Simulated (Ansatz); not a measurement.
# Run report: Al8Ni8H, geometry relaxation (part 1 of 3)

The run: geometry relaxation of Al8Ni8H (slab, 17 atoms in the cell). Method and program: DFT PBE+D3(BJ), scalar-relativistic, plane waves, PAW, no spin polarisation (Ansatz 0.2.0).

The structure derives from an entry of the Crystallography Open Database. The input holds or restrains some coordinates. Forces given for the steps count only the free coordinates.

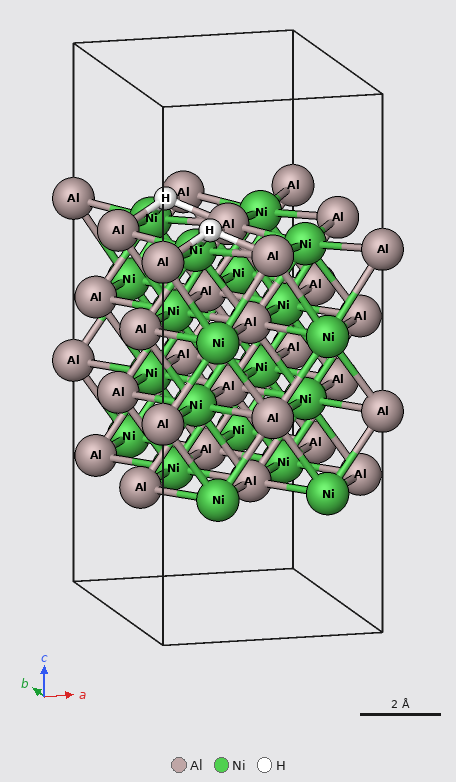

*The input geometry (ball-and-stick view of the 1 × 2 repeat of the cell, with the vacuum cut short, seen slightly off an axis). An atom can appear more than once, as a periodic image.*

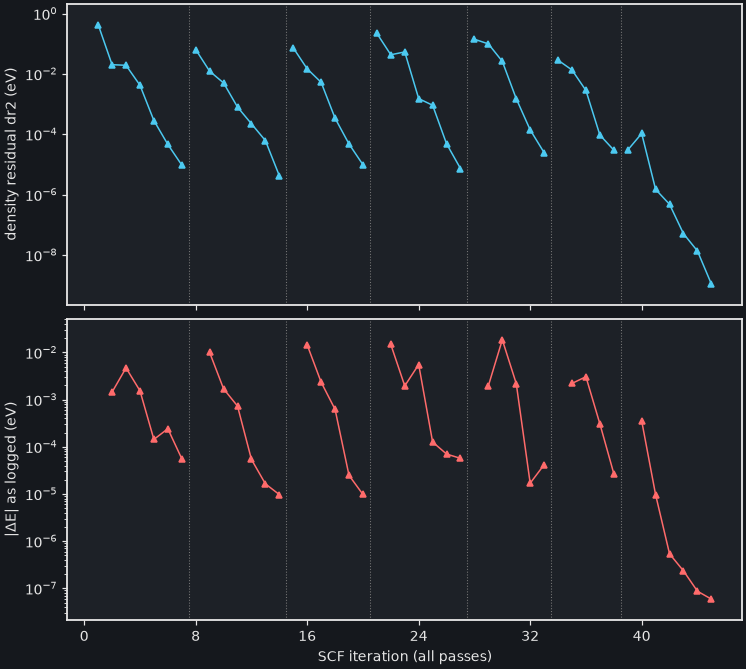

*Convergence of the self-consistent field: density residual dr2 and size of the energy change against the SCF iteration. The dotted lines part the SCF passes of the relaxation: geometry steps, rejected trials and re-solves on a re-selected basis.*

The 7 passes take 5 to 7 iterations each, 45 in all.

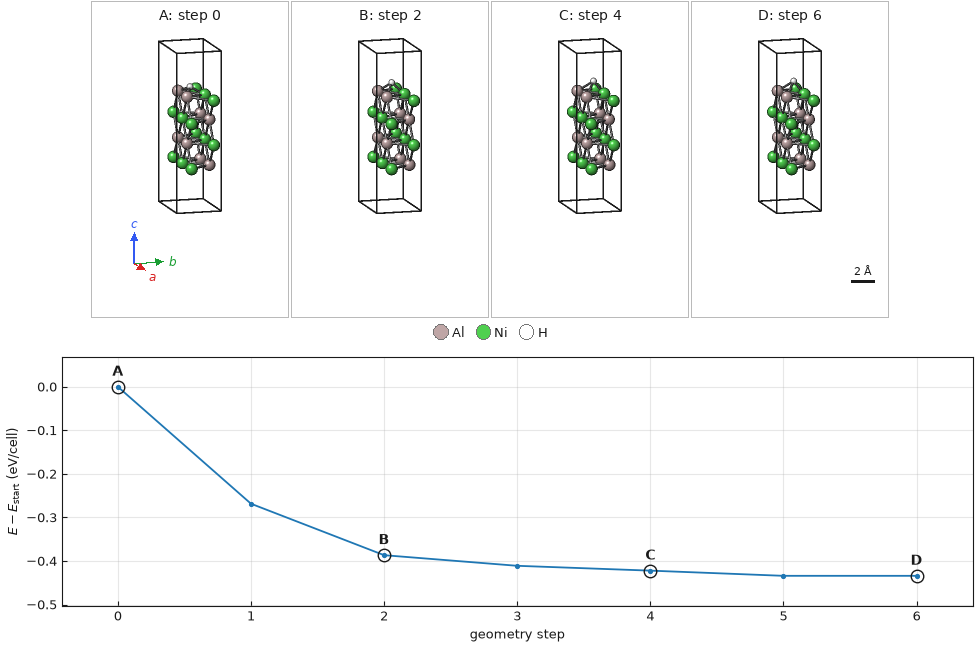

*Frames of the restrained relaxation (ball-and-stick view of the cell of the calculation, with the vacuum cut short (origin shifted), seen slightly off an axis) above the curves, on which the letters mark them (the first geometry is step 0 here and step 1 in the log).*

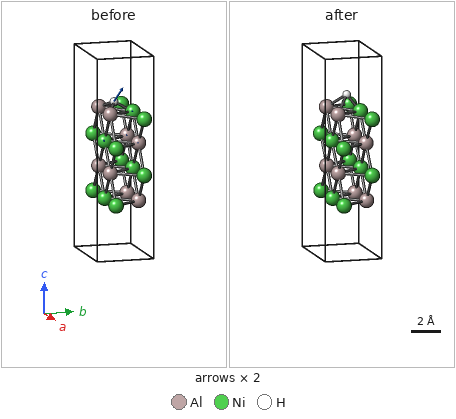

*Before (left) and after (right) the restrained relaxation, at one scale (ball-and-stick view of the cell of the calculation, with the vacuum cut short (origin shifted), seen slightly off an axis). The blue arrows give the displacements, magnified 2 times.*

H17 moves most: 0.58 Å. Largest moves by element: H 0.58 Å, Ni 0.08 Å, Al 0.04 Å. The lattice vectors keep their values. Among the contacts that change: Al13–H17 1.690 → 2.074 Å, Ni11–Al13 2.578 → 2.540 Å, Al5–Ni11 2.454 → 2.488 Å, Al10–Ni15 2.402 → 2.434 Å. Among the angles that change: Al13–H17–Al14 115.5° → 87.7°, Al13–H17–Ni15 99.6° → 84.2°. After 6 geometry steps the energy has fallen by 0.434 eV per cell of the calculation. The largest force component goes from 1.4 to 0.024 eV/Å. (Atoms are counted from 1 in the order of the input.)

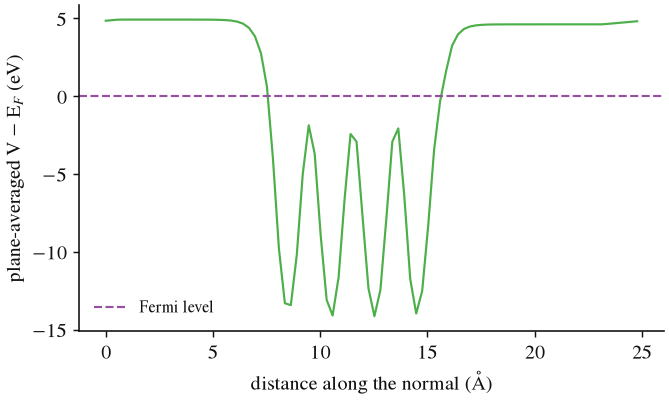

*Plane average of the electrostatic potential energy of an electron across the cell, from the Fermi level.*

The vacuum level lies 4.62 eV above the Fermi level on the upper side and 4.93 eV on the lower.

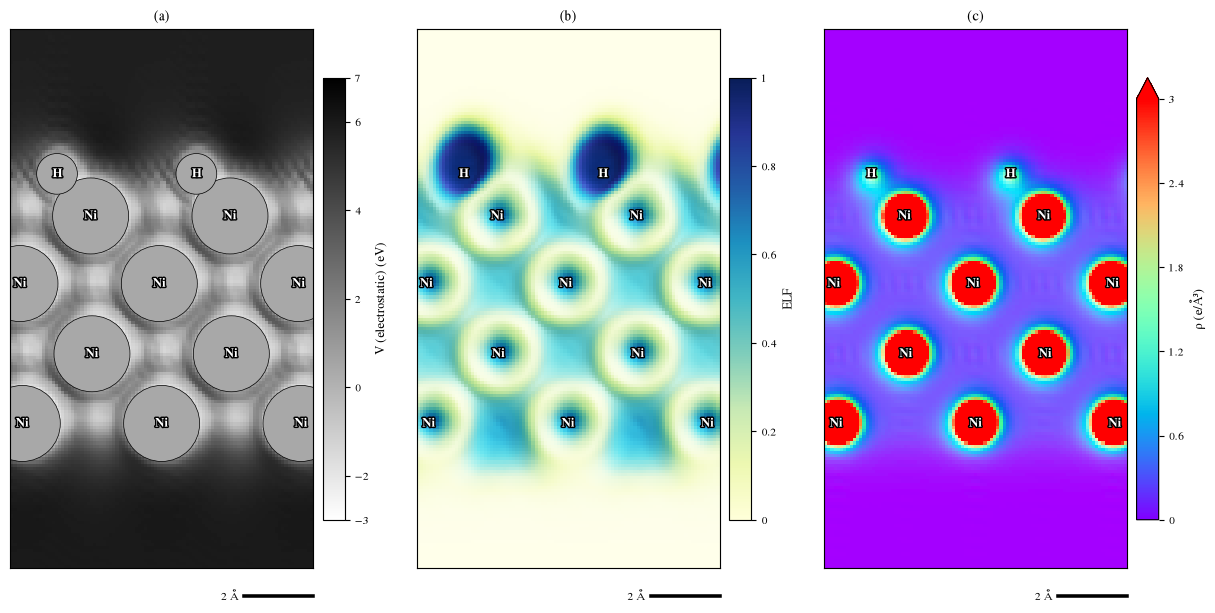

*(a) electrostatic potential energy of an electron; (b) ELF; (c) valence pseudo-density on the (100) plane of the calculation cell, a cut from vacuum to vacuum. Grey discs, where drawn, cover atomic cores.*

The section cuts through Ni and H sites. Ni–H (1.56 Å): ρ at the midpoint is about 1.2 e/Å³, with its minimum of 0.75 e/Å³ about 1.0 Å from Ni; the ELF climbs to about 1 towards the hydrogen, as it does in any bond to H. The density dies away to nearly zero in the vacuum. The strong features right at Ni lie inside the PAW spheres (semicore, d or f shells) and say nothing about bonding. Core electrons are frozen (PAW), so the fields are smoothed inside the atomic spheres.

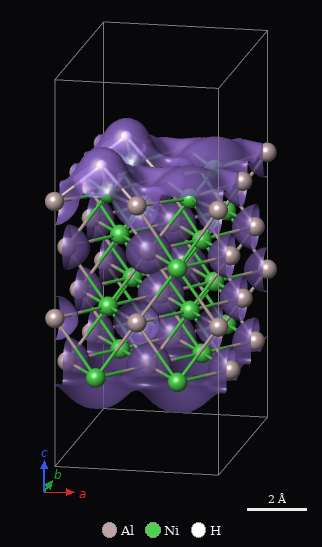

*Isosurface of the valence electron density at 0.2 e/Å³ (purple), seen slightly off an axis. Sticks mark near contacts.*

At this value the density is joined into sheets; it holds about 95 % of the electrons treated as valence (semicore included). On the grid the lowest density along these lines, outside the cores, is 0.75 e/Å³ (Ni–H, 1.56 Å), 0.23 e/Å³ (Al–H, 2.07 Å), 0.28 e/Å³ (Al–Ni, 2.40 Å) and 0.26 e/Å³ (Al–Ni, 2.45 Å).

The input that produced these results follows, with the program's output.

### Input file
```yaml
crystal:
  lattice:
    - [5.7148460082, 0.0, 0.0]
    - [0.0, 4.0410063658, 0.0]
    - [0.0, 0.0, 25.0615095488]
  atoms:
    - { symbol: Al, position: [0.0, 0.5, 0.3391655233] }
    - { symbol: Al, position: [0.5, 0.5, 0.3391655233] }
    - { symbol: Ni, position: [0.25, 0.0, 0.3391655233] }
    - { symbol: Ni, position: [0.75, 0.0, 0.3391655233] }
    - { symbol: Al, position: [0.0, 0.0, 0.4197872902] }
    - { symbol: Al, position: [0.5, 0.0, 0.4197872902] }
    - { symbol: Ni, position: [0.25, 0.5, 0.4197872902] }
    - { symbol: Ni, position: [0.75, 0.5, 0.4197872902] }
    - { symbol: Al, position: [0.0, 0.5, 0.5007267544] }
    - { symbol: Al, position: [0.5, 0.5, 0.5007267544] }
    - { symbol: Ni, position: [0.25, 0.0, 0.4993807271] }
    - { symbol: Ni, position: [0.75, 0.0, 0.4993807271] }
    - { symbol: Al, position: [0.0, 0.0, 0.5849992913] }
    - { symbol: Al, position: [0.5, 0.0, 0.5849992913] }
    - { symbol: Ni, position: [0.25, 0.5, 0.5777655621] }
    - { symbol: Ni, position: [0.75, 0.5, 0.5777655621] }
    - { symbol: H, position: [0.25, 0.1666666667, 0.6089403871] }
basis:
  ecutwfc: 420
kpoints:
  mp_grid: { grid: [5, 7, 1] }
hamiltonian:
  xc: pbe
  dispersion: d3bj
scf:
  occupations: { method: gaussian, width: 0.1 }
output:
  forces: true
  eigenvalues: true
  write_density: true
  write_potential: true
  elf: true
  volumetric_format: npy
relax:
  adjacent_minimum: "off"
  f_tol: 0.03
  max_steps: 70
  constraints: [{ sites: [0, 1, 2, 3, 4, 5, 6, 7] }]
efield:
  axis: 3
  dipole_correction: true
```

Launched with:
```bash
ansatz run input.yaml --threads 2 --pin off --max-ram 5120MiB --backend cpu --events-out ev --progress --plain --runs-dir out
```

### The program's output
```
Engine: ansatz 0.2.0, aarch64-unknown-linux-gnu
Pseudopotentials: kind: paw
Pseudopotential: Al, paw, valence charge 3, recommended cutoff 420 eV (normal), Al.paw.azcp
Pseudopotential: Ni, paw, valence charge 18, recommended cutoff 420 eV (normal), Ni.paw.azcp
Pseudopotential: H, paw, valence charge 1, recommended cutoff 420 eV (normal), H.paw.azcp
Functional definition: PBE
  parameter kappa = 0.804
  parameter beta = 0.06672455060314922
  exchange = pbe_x(kappa = kappa, mu = beta*pi^2/3)
  correlation = pbe_c(beta = beta)
Crystal: 17 atoms, lattice volume = 578.764 Å³
Basis set: ecut = 420 eV, 11373 PW (Γ), exchange–correlation on 80×60×360 points (8 copies of the dense FFT grid, shifted against one another)
Bands: 102, of which v1, the nominal top of the filled ones, is band 85 counted from 1 (84 counted from 0)
Symmetry: 2 space group operations
Space group: Pm (ITA 6), of the structure as read, at distance tolerance 8.3e-5 Å
k-points: 12 of 35 (time reversal used)
Non-local potential: Al, projectors of the file, l = 0: 2, l = 1: 2, l = 2: 1
Non-local potential: Ni, projectors of the file, l = 0: 3, l = 1: 2, l = 2: 3, l = 3: 1
Non-local potential: H, projectors of the file, l = 0: 2, l = 1: 1
PAW form: soft (Blöchl's): semilocal exchange-correlation on the pseudo side does not see the compensation charge
PAW one-centre angular grid: Al, 110 points (default); XC on 64 Gauss nodes
PAW one-centre angular grid: Ni, 590 points (default); XC on 64 Gauss nodes
PAW one-centre angular grid: H, 110 points (default); XC on 64 Gauss nodes
Initial density: superposition of atomic densities (neutral atoms: chi_scale 0, normalization atom), corrected by the library's trained network
Initial wavefunctions: pseudopotential atomic-orbital guess
Functional: x = pbe(κ = 0.804, μ = 0.2195149727645171), c = pbe(β = 0.06672455060314922)
SCF iter   1: F=—  HF=-51044.539948 eV  |F-HF|=—  |Δ(HF+E_count)|=         —  Δρ=4.53e-3  dr2=4.32e-1  ethr=1.77e-3  p=0.037 e·Å  D=1.15e-2 V/Å  ΔV_dip=-0.29 eV  dr2_dipole=1.25e-1  V_vac-E_F(+/−)=4.54/4.83 eV  ⟨swp⟩=10.8  Hψ=6223  notcnv=0  defer=12
efield: sawtooth ramp at fractional position 0.9241 (placed from the atoms, in the widest stretch of the axis that holds none; the zero of the levels goes with the place), width 0.1000; the density the first Hamiltonian is built on has a dipole p = 0.037 e·Å; the dipole correction subtracts the counter field D = 1.15e-2 V/Å, which shifts the + side's vacuum level by -0.29 eV against the − side's; the planar-averaged density in the ramp window peaks in size at 2.5e-5 e/Å³
preconditioner: auto → LDOS  [metal: Δε(μ)=0.009 eV  Ē_g=5.983 eV  σ=0.100 eV  W_gap=0.05  n_scr=114 (ndim 8)  ℏωp=15.8 eV  f_vac=0.605  D(μ)=10.25/eV (n_scr^D=50)  β→1.0]
SCF iter   2: F=—  HF=-51044.538509 eV  |F-HF|=—  |Δ(HF+E_count)|=   1.44e-3  Δρ=2.11e-3  dr2=2.02e-2  ethr=2.56e-4  p=0.051 e·Å  D=1.59e-2 V/Å  ΔV_dip=-0.40 eV  dr2_dipole=6.68e-4  V_vac-E_F(+/−)=4.51/4.91 eV  ⟨swp⟩=2.0  Hψ=1701  notcnv=0  defer=109
SCF iter   3: F=—  HF=-51044.543204 eV  |F-HF|=—  |Δ(HF+E_count)|=   4.69e-3  Δρ=2.15e-3  dr2=1.93e-2  ethr=1.20e-5  p=0.047 e·Å  D=1.47e-2 V/Å  ΔV_dip=-0.37 eV  dr2_dipole=7.19e-5  V_vac-E_F(+/−)=4.52/4.89 eV  ⟨swp⟩=3.0  Hψ=2624  notcnv=0  defer=109
SCF iter   4: F=—  HF=-51044.541661 eV  |F-HF|=—  |Δ(HF+E_count)|=   1.54e-3  Δρ=8.94e-4  dr2=4.22e-3  ethr=1.14e-5  p=0.049 e·Å  D=1.53e-2 V/Å  ΔV_dip=-0.38 eV  dr2_dipole=3.37e-4  V_vac-E_F(+/−)=4.53/4.91 eV  ⟨swp⟩=2.0  Hψ=1635  notcnv=0  defer=108
SCF iter   5: F=—  HF=-51044.541805 eV  |F-HF|=—  |Δ(HF+E_count)|=   1.43e-4  Δρ=2.16e-4  dr2=2.85e-4  ethr=2.50e-6  p=0.049 e·Å  D=1.53e-2 V/Å  ΔV_dip=-0.38 eV  dr2_dipole=7.56e-6  V_vac-E_F(+/−)=4.53/4.92 eV  ⟨swp⟩=1.9  Hψ=1424  notcnv=0  defer=108
SCF iter   6: F=—  HF=-51044.542045 eV  |F-HF|=—  |Δ(HF+E_count)|=   2.41e-4  Δρ=9.71e-5  dr2=4.60e-5  ethr=1.69e-7  p=0.049 e·Å  D=1.53e-2 V/Å  ΔV_dip=-0.38 eV  dr2_dipole=1.96e-6  V_vac-E_F(+/−)=4.54/4.92 eV  ⟨swp⟩=2.1  Hψ=1625  notcnv=0  defer=108
SCF iter   7: F=-51044.542120 eV  HF=-51044.542101 eV  |F-HF|=1.92e-5  |Δ(HF+E_count)|=   5.59e-5  Δρ=4.45e-5  dr2=9.56e-6  ethr=1.33e-8  p=0.049 e·Å  D=1.53e-2 V/Å  ΔV_dip=-0.38 eV  dr2_dipole=2.64e-7  V_vac-E_F(+/−)=4.54/4.92 eV  ⟨swp⟩=27.9  Hψ=14809  notcnv=0
SCF 1 converged in 7 iterations: F = -51044.542120 eV  dr2 = 9.56e-6
  greatest PAW one-centre occupation: 1.001 electrons in one spin orbital (limit 2), on the Ni atom at site 15 (counted from 0), in its partial waves of l = 1
relax step   1: F+E_penalty+E_count = -51044.54212039 eV  Δ(F+E_penalty+E_count) = +0.000e0 eV  max|allowed force component| = 1.446e0 eV/Å  Δτ_max = 0.0000 Å  (7 SCF iters, dr2 threshold 2.25e-5 eV, accepted)
Initial density: handed on by an earlier stage of this run
Initial wavefunctions: those handed on with the density
iter 1 solved again at ethr=4.06e-5 eV; its pass at ethr=3.10e-3 eV (dr2=6.86e-2 eV) is discarded
SCF iter   1: F=—  HF=-51044.823014 eV  |F-HF|=—  |Δ(HF+E_count)|=         —  Δρ=4.00e-3  dr2=6.39e-2  ethr=4.06e-5  p=0.049 e·Å  D=1.53e-2 V/Å  ΔV_dip=-0.38 eV  dr2_dipole=9.66e-5  V_vac-E_F(+/−)=4.54/4.92 eV  ⟨swp⟩=2.0  Hψ=4429  notcnv=0  defer=107
efield: sawtooth ramp at fractional position 0.9241 (handed on by an earlier solve), width 0.1000; the density the first Hamiltonian is built on has a dipole p = 0.049 e·Å; the dipole correction subtracts the counter field D = 1.53e-2 V/Å, which shifts the + side's vacuum level by -0.38 eV against the − side's; the planar-averaged density in the ramp window peaks in size at 5.9e-6 e/Å³
preconditioner: auto → LDOS  [metal: Δε(μ)=0.031 eV  Ē_g=5.998 eV  σ=0.100 eV  W_gap=0.17  n_scr=114 (ndim 8)  ℏωp=15.8 eV  f_vac=0.603  D(μ)=10.41/eV (n_scr^D=50)  β→1.0]
SCF iter   2: F=—  HF=-51044.813044 eV  |F-HF|=—  |Δ(HF+E_count)|=   9.97e-3  Δρ=1.30e-3  dr2=1.23e-2  ethr=3.78e-5  p=0.043 e·Å  D=1.35e-2 V/Å  ΔV_dip=-0.34 eV  dr2_dipole=3.05e-5  V_vac-E_F(+/−)=4.58/4.92 eV  ⟨swp⟩=2.5  Hψ=1798  notcnv=0  defer=107
SCF iter   3: F=—  HF=-51044.811350 eV  |F-HF|=—  |Δ(HF+E_count)|=   1.69e-3  Δρ=1.06e-3  dr2=5.02e-3  ethr=7.30e-6  p=0.046 e·Å  D=1.45e-2 V/Å  ΔV_dip=-0.36 eV  dr2_dipole=3.64e-6  V_vac-E_F(+/−)=4.56/4.92 eV  ⟨swp⟩=2.1  Hψ=2080  notcnv=0  defer=112
SCF iter   4: F=—  HF=-51044.810622 eV  |F-HF|=—  |Δ(HF+E_count)|=   7.28e-4  Δρ=3.76e-4  dr2=7.97e-4  ethr=2.97e-6  p=0.046 e·Å  D=1.44e-2 V/Å  ΔV_dip=-0.36 eV  dr2_dipole=1.05e-5  V_vac-E_F(+/−)=4.56/4.92 eV  ⟨swp⟩=2.2  Hψ=1766  notcnv=0  defer=112
SCF iter   5: F=—  HF=-51044.810568 eV  |F-HF|=—  |Δ(HF+E_count)|=   5.38e-5  Δρ=2.05e-4  dr2=2.22e-4  ethr=4.72e-7  p=0.046 e·Å  D=1.43e-2 V/Å  ΔV_dip=-0.36 eV  dr2_dipole=6.54e-6  V_vac-E_F(+/−)=4.56/4.92 eV  ⟨swp⟩=2.0  Hψ=1627  notcnv=0  defer=112
SCF iter   6: F=—  HF=-51044.810585 eV  |F-HF|=—  |Δ(HF+E_count)|=   1.64e-5  Δρ=1.22e-4  dr2=6.18e-5  ethr=5.92e-8  p=0.046 e·Å  D=1.43e-2 V/Å  ΔV_dip=-0.36 eV  dr2_dipole=2.19e-6  V_vac-E_F(+/−)=4.56/4.92 eV  ⟨swp⟩=23.8  Hψ=14415  notcnv=0
SCF iter   7: F=-51044.810600 eV  HF=-51044.810594 eV  |F-HF|=5.25e-6  |Δ(HF+E_count)|=   9.69e-6  Δρ=3.07e-5  dr2=4.24e-6  ethr=3.66e-8  p=0.046 e·Å  D=1.43e-2 V/Å  ΔV_dip=-0.36 eV  dr2_dipole=3.18e-7  V_vac-E_F(+/−)=4.56/4.92 eV  ⟨swp⟩=18.0  Hψ=13022  notcnv=0
SCF 2 converged in 7 iterations: F = -51044.810600 eV  dr2 = 4.24e-6
relax step   2: F+E_penalty+E_count = -51044.81059964 eV  Δ(F+E_penalty+E_count) = -2.685e-1 eV  max|allowed force component| = 7.953e-1 eV/Å  Δτ_max = 0.1906 Å  (7 SCF iters, dr2 threshold 1.00e-4 eV, accepted)
```
